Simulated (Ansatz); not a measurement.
**Single-point calculation of MoTe$_{2}$**

- system: MoTe$_{2}$ (slab, 6 atoms in the cell)
- method: DFT PBE, spin-orbit coupling, plane waves, PAW; levels and slopes on a dense k mesh at the converged density (Ansatz 0.2.0)

The structure derives from a Materials Project entry. Figures and captions count atoms from 1; the log counts them from 0 in places.

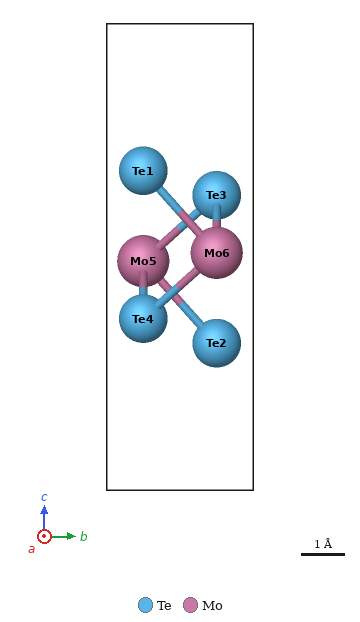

Figure 1. The structure as given in the input (ball-and-stick view of the cell of the calculation, with the vacuum cut short, along the a axis; atoms are numbered from 1 in the order of the input).

**Input file**
```yaml
crystal:
  lattice:
    - [6.34644956, 0.0, 0.0]
    - [0.0, 3.49421554, 0.0]
    - [0.0, 0.0, 17.1034374]
  atoms:
    - { symbol: Te, position: [0.9208572, 0.25, 0.61995508] }
    - { symbol: Te, position: [0.0791428, 0.75, 0.38004492] }
    - { symbol: Te, position: [0.42798283, 0.75, 0.58577504] }
    - { symbol: Te, position: [0.57201717, 0.25, 0.41422496] }
    - { symbol: Mo, position: [0.18062472, 0.25, 0.49422081] }
    - { symbol: Mo, position: [0.81937528, 0.75, 0.50577919] }
basis:
  ecutwfc: 420
kpoints:
  mp_grid: { grid: [10, 18, 1] }
hamiltonian:
  xc: pbe
scf:
  occupations: { method: gaussian, width: 0.05 }
output:
  forces: true
  eigenvalues: true
  eigenstates:
    nscf_kmesh: { grid: [10, 18, 1] }
    top_band: c12
    de_dk: true
    localisation: true
checkpoint:
  write: ck
  compress: false
  write_wavefunctions: false
  write_every: 100000
magnetization:
  noncollinear: true
  spin_orbit: true
```

Hardware: 2 threads of Intel Xeon (Granite Rapids), 192 GiB of memory available, shared host.

Run as:
```bash
ansatz run input.yaml --threads 2 --pin off --max-ram 5120MiB --backend cpu --events-out ev --progress --plain --runs-dir out
```

**Log**
```
Engine: ansatz 0.2.0, x86_64-unknown-linux-gnu
Pseudopotentials: kind: paw_fr
Pseudopotential: Te, paw_fr, valence charge 16, recommended cutoff 420 eV (normal), Te.paw.azcp#standard-fr
Pseudopotential: Mo, paw_fr, valence charge 14, recommended cutoff 420 eV (normal), Mo.paw.azcp#standard-fr
Functional definition: PBE
  parameter kappa = 0.804
  parameter beta = 0.06672455060314922
  exchange = pbe_x(kappa = kappa, mu = beta*pi^2/3)
  correlation = pbe_c(beta = beta)
non-collinear run that drives no moment, with spin-orbit: no starting moment large enough to seed its density (crystal.atoms[].spin), no starting occupations that ask for one, no magnetisation constraint and no magnetic field, so the semilocal B_xc is pinned to zero
Crystal: 6 atoms, lattice volume = 379.283 Å³
Basis set: ecut = 420 eV, 7423 PW (Γ), exchange–correlation on 90×48×240 points (8 copies of the dense FFT grid, shifted against one another)
Bands: 112, of which v1, the nominal top of the filled ones, is band 92 counted from 1 (91 counted from 0)
Symmetry: 4 space group operations + 4 with time reversal
Magnetic group: BNS 11.51 (UNI 58), of the structure as read, at distance tolerance 7.2e-5 Å
k-points: 60 of 180
Projection manifold: j_resolved (fully-relativistic pseudo-atomic orbitals)
Non-local potential: Te, projectors of the file, l = 0: 2, l = 1: 4, l = 2: 4, l = 3: 4
Non-local potential: Mo, projectors of the file, l = 0: 3, l = 1: 4, l = 2: 4, l = 3: 2
PAW form: soft (Blöchl's): semilocal exchange-correlation on the pseudo side does not see the compensation charge
PAW one-centre angular grid: Te, 590 points (default); XC on 64 Gauss nodes
PAW one-centre angular grid: Mo, 590 points (default); XC on 64 Gauss nodes
Initial density: superposition of atomic densities (neutral atoms: chi_scale 0, normalization atom)
Initial wavefunctions: pseudopotential atomic-orbital guess
Functional: x = pbe(κ = 0.804, μ = 0.2195149727645171), c = pbe(β = 0.06672455060314922)
SCF iter   1: F=—  HF=-37847.912938 eV  |F-HF|=—  |Δ(HF+E_count)|=         —  Δρ=3.13e-2  dr2=4.63e0  dr2_m=0.00e0 (ungated)  ethr=3.10e-3  |M|=0.00e0 ∫|m|=0.00e0 μB  |m|>n=0.0e0 m-floor=0.0e0 τ_xc=0.0e0  β_m=1.00  ⟨swp⟩=8.5  Hψ=17007  notcnv=0  defer=210
preconditioner: auto → LDOS  [metal: Δε(μ)=0.016 eV  Ē_g=7.537 eV  σ=0.050 eV  W_gap=0.17  n_scr=68 (ndim 8)  ℏωp=11.4 eV  f_vac=0.566  D(μ)=0.71/eV (n_scr^D=2)  β→1.0]
spin=Noncollinear: LDOS preconditioning applied to the charge; magnetization (m_x, m_y, m_z) channels mix plain (no charge-response kernel on spin).
SCF iter   2: F=—  HF=-37848.844937 eV  |F-HF|=—  |Δ(HF+E_count)|=   9.32e-1  Δρ=4.26e-2  dr2=1.18e1  dr2_m=0.00e0 (ungated)  ethr=3.10e-3  |M|=0.00e0 ∫|m|=0.00e0 μB  |m|>n=0.0e0 m-floor=0.0e0 τ_xc=0.0e0  β_m=0.60  ⟨swp⟩=3.1  Hψ=7646  notcnv=0  defer=890  recentre
SCF iter   3: F=—  HF=-37846.704190 eV  |F-HF|=—  |Δ(HF+E_count)|=    2.14e0  Δρ=1.07e-2  dr2=7.43e-1  dr2_m=0.00e0 (ungated)  ethr=3.10e-3  |M|=0.00e0 ∫|m|=0.00e0 μB  |m|>n=0.0e0 m-floor=0.0e0 τ_xc=0.0e0  β_m=0.68  ⟨swp⟩=3.3  Hψ=6742  notcnv=0  defer=884
SCF iter   4: F=—  HF=-37846.601393 eV  |F-HF|=—  |Δ(HF+E_count)|=   1.03e-1  Δρ=2.45e-3  dr2=8.71e-2  dr2_m=0.00e0 (ungated)  ethr=8.08e-4  |M|=0.00e0 ∫|m|=0.00e0 μB  |m|>n=0.0e0 m-floor=0.0e0 τ_xc=0.0e0  β_m=0.57  ⟨swp⟩=2.4  Hψ=4365  notcnv=0  defer=892
SCF iter   5: F=—  HF=-37846.584300 eV  |F-HF|=—  |Δ(HF+E_count)|=   1.71e-2  Δρ=6.15e-4  dr2=1.94e-3  dr2_m=0.00e0 (ungated)  ethr=9.47e-5  |M|=0.00e0 ∫|m|=0.00e0 μB  |m|>n=0.0e0 m-floor=0.0e0 τ_xc=0.0e0  β_m=0.61  ⟨swp⟩=3.1  Hψ=6494  notcnv=0  defer=892
SCF iter   6: F=—  HF=-37846.584395 eV  |F-HF|=—  |Δ(HF+E_count)|=   9.45e-5  Δρ=1.56e-4  dr2=1.61e-4  dr2_m=0.00e0 (ungated)  ethr=2.11e-6  |M|=0.00e0 ∫|m|=0.00e0 μB  |m|>n=0.0e0 m-floor=0.0e0 τ_xc=0.0e0  β_m=0.56  ⟨swp⟩=2.8  Hψ=3931  notcnv=0  defer=892
SCF iter   7: F=—  HF=-37846.584398 eV  |F-HF|=—  |Δ(HF+E_count)|=   3.04e-6  Δρ=5.86e-5  dr2=7.62e-6  dr2_m=0.00e0 (ungated)  ethr=1.75e-7  |M|=0.00e0 ∫|m|=0.00e0 μB  |m|>n=0.0e0 m-floor=0.0e0 τ_xc=0.0e0  β_m=0.65  ⟨swp⟩=2.2  Hψ=4198  notcnv=0  defer=892
SCF iter   8: F=—  HF=-37846.584400 eV  |F-HF|=—  |Δ(HF+E_count)|=   2.51e-6  Δρ=1.16e-5  dr2=4.62e-7  dr2_m=0.00e0 (ungated)  ethr=8.28e-9  |M|=0.00e0 ∫|m|=0.00e0 μB  |m|>n=0.0e0 m-floor=0.0e0 τ_xc=0.0e0  β_m=0.64  ⟨swp⟩=2.8  Hψ=6275  notcnv=0  defer=892
SCF iter   9: F=—  HF=-37846.584401 eV  |F-HF|=—  |Δ(HF+E_count)|=   4.80e-7  Δρ=3.49e-6  dr2=8.04e-8  dr2_m=0.00e0 (ungated)  ethr=5.02e-10  |M|=0.00e0 ∫|m|=0.00e0 μB  |m|>n=0.0e0 m-floor=0.0e0 τ_xc=0.0e0  β_m=0.61  ⟨swp⟩=2.0  Hψ=5310  notcnv=0  defer=892
SCF iter  10: F=—  HF=-37846.584401 eV  |F-HF|=—  |Δ(HF+E_count)|=  7.28e-10  Δρ=1.29e-6  dr2=1.16e-8  dr2_m=0.00e0 (ungated)  ethr=8.74e-11  |M|=0.00e0 ∫|m|=0.00e0 μB  |m|>n=0.0e0 m-floor=0.0e0 τ_xc=0.0e0  β_m=0.54  ⟨swp⟩=3.0  Hψ=6807  notcnv=0  defer=892
SCF iter  11: F=—  HF=-37846.584401 eV  |F-HF|=—  |Δ(HF+E_count)|=   1.11e-9  Δρ=3.60e-7  dr2=3.34e-10  dr2_m=0.00e0 (ungated)  ethr=1.26e-11  |M|=0.00e0 ∫|m|=0.00e0 μB  |m|>n=0.0e0 m-floor=0.0e0 τ_xc=0.0e0  β_m=0.57  ⟨swp⟩=3.1  Hψ=5936  notcnv=0  defer=892
SCF iter  12: F=—  HF=-37846.584401 eV  |F-HF|=—  |Δ(HF+E_count)|=  3.13e-10  Δρ=1.30e-7  dr2=4.65e-11  dr2_m=0.00e0 (ungated)  ethr=1.00e-12  |M|=0.00e0 ∫|m|=0.00e0 μB  |m|>n=0.0e0 m-floor=0.0e0 τ_xc=0.0e0  β_m=0.66  ⟨swp⟩=2.0  Hψ=3762  notcnv=0  defer=892
SCF iter  13: F=-37846.584401 eV  HF=-37846.584401 eV  |F-HF|=4.37e-11  |Δ(HF+E_count)|=  1.82e-10  Δρ=2.98e-8  dr2=6.25e-12  dr2_m=0.00e0 (ungated)  ethr=1.00e-12  |M|=0.00e0 ∫|m|=0.00e0 μB  |m|>n=0.0e0 m-floor=0.0e0 τ_xc=0.0e0  ⟨swp⟩=19.2  Hψ=22083  notcnv=0
SCF 1 converged in 13 iterations: F = -37846.584401 eV  dr2 = 6.25e-12
  greatest PAW one-centre occupation: 0.998 electrons in one spin orbital (limit 2), on the Mo atom at site 5 (counted from 0), in its partial waves of l = 0
```

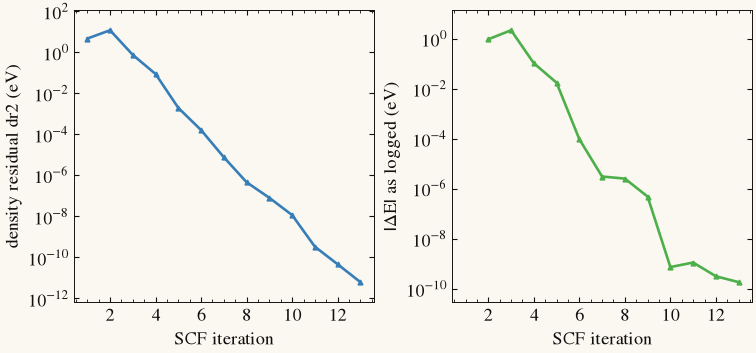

Figure 2. Convergence of the self-consistent field: density residual dr2 and size of the energy change against the SCF iteration. The residual comes down, with one marked jump up, by a factor of about 2.5, at step 2.

```
NSCF: frozen V_eff on 60 k-points
SCF converged after 13 iterations
Magnetization: |M| = 0.0000 μB,  M = (+0.0000, +0.0000, +0.0000) μB
Absolute magnetization: 0.0000 μB (∫|m|)
  site 0: m = (+0.0000, +0.0000, +0.0000) μB, |m| = 0.0000 μB  (R = 1.11 Å)
  site 1: m = (+0.0000, +0.0000, +0.0000) μB, |m| = 0.0000 μB  (R = 1.11 Å)
  site 2: m = (+0.0000, +0.0000, +0.0000) μB, |m| = 0.0000 μB  (R = 1.16 Å)
  site 3: m = (+0.0000, +0.0000, +0.0000) μB, |m| = 0.0000 μB  (R = 1.16 Å)
  site 4: m = (+0.0000, +0.0000, +0.0000) μB, |m| = 0.0000 μB  (R = 1.11 Å)
  site 5: m = (+0.0000, +0.0000, +0.0000) μB, |m| = 0.0000 μB  (R = 1.11 Å)
Free energy (F): -37846.584401 eV
Harris-Foulkes:  -37846.584401 eV  (|F-HF|=4.37e-11)
Internal energy: -37846.582888 eV  (E = F + TS)
E sigma→0 (E₀):  -37846.583644 eV
Entropy (-TS):   -0.001513 eV (-0.252 meV/atom)
Fermi energy:    2.261216 eV
--- Per-component energies (eV) ---
  E_band       = -2095.315801
  E_kinetic    = 1606.671936
  E_local      = -52197.883925  (includes V_loc(G=0)·N_el)
  E_nonlocal   = -952.339531
  E_hartree    = 26066.901886
  E_xc         = -864.742457
  E_vxc        = -875.100589  (∫ρ·V_xc dr)
  E_paw        = -25067.381626  (= ΣΔE_a)
  E_vpaw       = -1810.467161  (= ΣTr[D̂ρ^β])
  E_aug_tail   = -0.000640  (compensation charges beyond the density's cutoff)
  E_ewald      = 13562.191469
  E_smearing   = -0.001513  (= −TS)
  E_closure    = -0.000000  (closes the sum)
  Σ components = -37846.584401   (vs F -37846.584401, Δ=0.00e0)
--- Forces (eV/Å), atoms counted from 1 ---
  atom   1  Te    -0.00020064     0.00000000     0.20815986
  atom   2  Te     0.00020064     0.00000000    -0.20815986
  atom   3  Te     0.03228786     0.00000000     0.06480380
  atom   4  Te    -0.03228786     0.00000000    -0.06480380
  atom   5  Mo     0.03692386     0.00000000     0.01088778
  atom   6  Mo    -0.03692386     0.00000000    -0.01088778
  max |Σ_I F_I| component: 1.56e-17 eV/Å
--- Band table (eV; the first three rows and the last of 60) ---
  k-point 0: bands = ["-58.7971", "-58.7971", "-58.7383", "-58.7383", "-35.4948", "-35.4948", "-35.4928", "-35.4928", "-35.4431", "-35.4431", "-35.4421", "-35.4421", "-35.3263", "-35.3263", "-35.3251", "-35.3251", "-35.2454", "-35.2454", "-35.2430", "-35.2430", "-34.6828", "-34.6828", "-34.5350", "-34.5350", "-34.0360", "-34.0360", "-34.0324", "-34.0324", "-33.9999", "-33.9999", "-33.9953", "-33.9953", "-33.9674", "-33.9674", "-33.9485", "-33.9485", "-33.8722", "-33.8722", "-33.8708", "-33.8708", "-33.8195", "-33.8195", "-33.8164", "-33.8164", "-33.7652", "-33.7652", "-33.7565", "-33.7565", "-32.2372", "-32.2372", "-32.0952", "-32.0952", "-32.0651", "-32.0651", "-31.9046", "-31.9046", "-10.5413", "-10.5413", "-9.5836", "-9.5836", "-8.7724", "-8.7724", "-8.5486", "-8.5486", "-3.3690", "-3.3690", "-2.7138", "-2.7138", "-2.4236", "-2.4236", "-1.6985", "-1.6985", "-0.4981", "-0.4981", "-0.2848", "-0.2848", "-0.1628", "-0.1628", "0.2843", "0.2843", "0.5512", "0.5512", "0.8837", "0.8837", "1.2739", "1.2739", "1.6198", "1.6198", "1.9138", "1.9138", "2.3206", "2.3206", "2.9244", "2.9244", "3.2834", "3.2834", "3.8533", "3.8533", "4.2738", "4.2738", "4.5486", "4.5486", "5.2775", "5.2775", "5.5718", "5.5718", "5.7419", "5.7419", "6.0369", "6.0369", "6.5727", "6.5727"]
  k-point 1: bands = ["-58.7965", "-58.7965", "-58.7385", "-58.7385", "-35.4947", "-35.4947", "-35.4927", "-35.4927", "-35.4431", "-35.4431", "-35.4421", "-35.4421", "-35.3262", "-35.3262", "-35.3250", "-35.3250", "-35.2454", "-35.2454", "-35.2430", "-35.2430", "-34.6828", "-34.6828", "-34.5374", "-34.5374", "-34.0362", "-34.0362", "-34.0321", "-34.0321", "-34.0013", "-34.0013", "-33.9931", "-33.9931", "-33.9675", "-33.9675", "-33.9484", "-33.9484", "-33.8725", "-33.8725", "-33.8700", "-33.8700", "-33.8194", "-33.8194", "-33.8161", "-33.8161", "-33.7653", "-33.7653", "-33.7565", "-33.7565", "-32.2379", "-32.2379", "-32.0977", "-32.0977", "-32.0633", "-32.0633", "-31.9058", "-31.9058", "-10.5073", "-10.5073", "-9.5621", "-9.5621", "-8.7569", "-8.7569", "-8.5269", "-8.5269", "-3.3344", "-3.3344", "-2.6759", "-2.6759", "-2.4109", "-2.4109", "-1.6833", "-1.6833", "-0.5392", "-0.5392", "-0.2947", "-0.2947", "-0.2586", "-0.2586", "0.2663", "0.2663", "0.5477", "0.5477", "0.9010", "0.9010", "1.2521", "1.2521", "1.5219", "1.5219", "1.9074", "1.9074", "2.2719", "2.2719", "2.6876", "2.6876", "3.4334", "3.4334", "3.9117", "3.9117", "4.2467", "4.2467", "4.4388", "4.4388", "5.1731", "5.1731", "5.3225", "5.3225", "5.6508", "5.6508", "6.1011", "6.1011", "6.6208", "6.6208"]
  k-point 2: bands = ["-58.7947", "-58.7947", "-58.7394", "-58.7394", "-35.4944", "-35.4944", "-35.4923", "-35.4923", "-35.4430", "-35.4430", "-35.4421", "-35.4421", "-35.3258", "-35.3258", "-35.3247", "-35.3247", "-35.2453", "-35.2453", "-35.2431", "-35.2431", "-34.6828", "-34.6828", "-34.5443", "-34.5443", "-34.0366", "-34.0366", "-34.0314", "-34.0314", "-34.0029", "-34.0029", "-33.9893", "-33.9893", "-33.9677", "-33.9677", "-33.9479", "-33.9479", "-33.8726", "-33.8726", "-33.8683", "-33.8683", "-33.8194", "-33.8194", "-33.8154", "-33.8154", "-33.7653", "-33.7653", "-33.7566", "-33.7566", "-32.2398", "-32.2398", "-32.1047", "-32.1047", "-32.0583", "-32.0583", "-31.9092", "-31.9092", "-10.4061", "-10.4061", "-9.4988", "-9.4988", "-8.7122", "-8.7122", "-8.4641", "-8.4641", "-3.2335", "-3.2335", "-2.5706", "-2.5706", "-2.3724", "-2.3724", "-1.6433", "-1.6433", "-0.6472", "-0.6472", "-0.4958", "-0.4958", "-0.2968", "-0.2968", "0.1253", "0.1253", "0.5238", "0.5238", "0.8520", "0.8520", "1.1557", "1.1557", "1.3827", "1.3827", "1.8861", "1.8861", "2.1728", "2.1728", "2.2903", "2.2903", "3.5383", "3.5383", "4.0143", "4.0143", "4.1817", "4.1817", "4.3072", "4.3072", "4.7137", "4.7137", "5.0559", "5.0559", "5.5712", "5.5712", "6.2365", "6.2365", "6.7498", "6.7498"]
  k-point 59: bands = ["-58.7626", "-58.7626", "-58.7626", "-58.7626", "-35.4903", "-35.4903", "-35.4903", "-35.4903", "-35.4422", "-35.4422", "-35.4422", "-35.4422", "-35.3218", "-35.3218", "-35.3218", "-35.3218", "-35.2439", "-35.2439", "-35.2439", "-35.2439", "-34.6485", "-34.6485", "-34.6485", "-34.6485", "-34.0299", "-34.0299", "-34.0299", "-34.0299", "-33.9925", "-33.9925", "-33.9925", "-33.9925", "-33.9522", "-33.9522", "-33.9522", "-33.9522", "-33.8618", "-33.8618", "-33.8618", "-33.8618", "-33.8137", "-33.8137", "-33.8137", "-33.8137", "-33.7625", "-33.7625", "-33.7625", "-33.7625", "-32.2197", "-32.2197", "-32.2197", "-32.2197", "-31.9709", "-31.9709", "-31.9709", "-31.9709", "-8.6198", "-8.6198", "-8.6198", "-8.6198", "-8.2104", "-8.2104", "-8.2104", "-8.2104", "-3.4746", "-3.4746", "-3.4746", "-3.4746", "-2.4418", "-2.4418", "-2.4418", "-2.4418", "-1.1102", "-1.1102", "-1.1102", "-1.1102", "-0.2153", "-0.2153", "-0.2153", "-0.2153", "-0.0432", "-0.0432", "-0.0432", "-0.0432", "0.5326", "0.5326", "0.5326", "0.5326", "1.3930", "1.3930", "1.3930", "1.3930", "3.2847", "3.2847", "3.2847", "3.2847", "4.1138", "4.1138", "4.1138", "4.1138", "4.4868", "4.4868", "4.4868", "4.4868", "5.6473", "5.6473", "5.6473", "5.6473", "6.7692", "6.7692", "6.7692", "6.7692"]
```

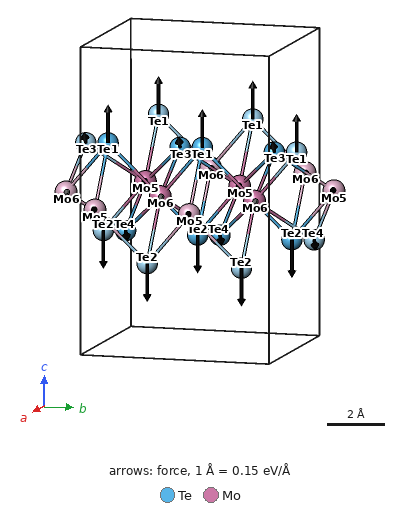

Figure 3. Forces on the atoms as black arrows (ball-and-stick view of the 1 × 2 repeat of the cell, with the vacuum cut short, seen slightly off an axis; neighbours outside the cell are drawn fainter; atoms are numbered from 1 in the order of the input). The largest act on Te1, Te2 (0.21 eV/Å); Te3, Te4 (0.07 eV/Å). The geometry is not a stationary point of this energy.

**Key numbers**

| quantity | value |
| --- | --- |
| outcome | converged |
| electrons treated | 92 |
| free energy | −37846.5844 eV |
| Fermi energy | 2.261 eV |
| net moment of the cell | 0.00 μB |
| integrated absolute moment | 0.00 μB |
| largest force (length of the vector) | 0.208 eV/Å |
| wall time | 9.5 min (CPU time 19 min) |
| peak memory | 3.6 GiB |
